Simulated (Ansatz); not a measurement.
Given this structure, the input geometry of an electronic-structure calculation (not necessarily at equilibrium); the starting structure was generated, so it need not be a known form of this composition, written in its standard cell:

```
CELL_PARAMETERS angstrom
5.65194 0.00000 0.00000
0.00000 5.65194 0.00000
0.00000 0.00000 5.65194
ATOMIC_POSITIONS crystal
Re 0.75000 0.75000 0.75000
Re 0.00000 0.50000 0.00000
Re 0.75000 0.25000 0.25000
Re 0.00000 0.00000 0.50000
Re 0.25000 0.75000 0.25000
Re 0.50000 0.50000 0.50000
Re 0.25000 0.25000 0.75000
Re 0.50000 0.00000 0.00000
```

Q: What does the kinematic electron diffraction pattern along [001] look like at 80 kV (B = 0.5 Å²)?

A: The spots form a square net with both shortest vectors at d = 2.00 Å, 90.0° apart. They are 2 -2 0 and 2 2 0. The pattern has symmetry 4mm. The lattice centring (F) removes all reflections that break h + k = 2n, h + l = 2n; a glide plane extinguishes reflections such as 2 -4 0, 2 4 0, 4 -2 0; a screw axis and a glide plane both extinguish reflections such as 0 2 0, 2 0 0, 0 6 0.

Strongest reflections with d > 0.80 Å, one of each family (|F|² from tabulated Gaussian fits of the electron scattering factors, times a small damping for the curvature of the Ewald sphere):

| hkl | d (Å) | I (strongest = 100) |
| --- | --- | --- |
| 2 2 0 | 1.998 | 100 |
| 4 0 0 | 1.413 | 49 |
| 4 4 0 | 0.999 | 20 |
| 6 2 0 | 0.894 | 14 |

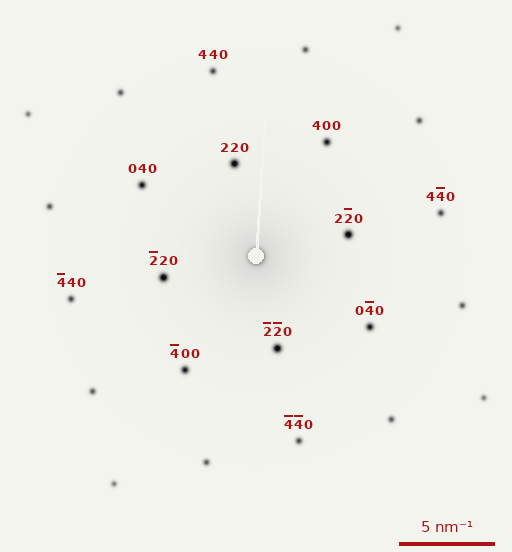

Calculated pattern, seen from the source side with [001] pointing towards the source.
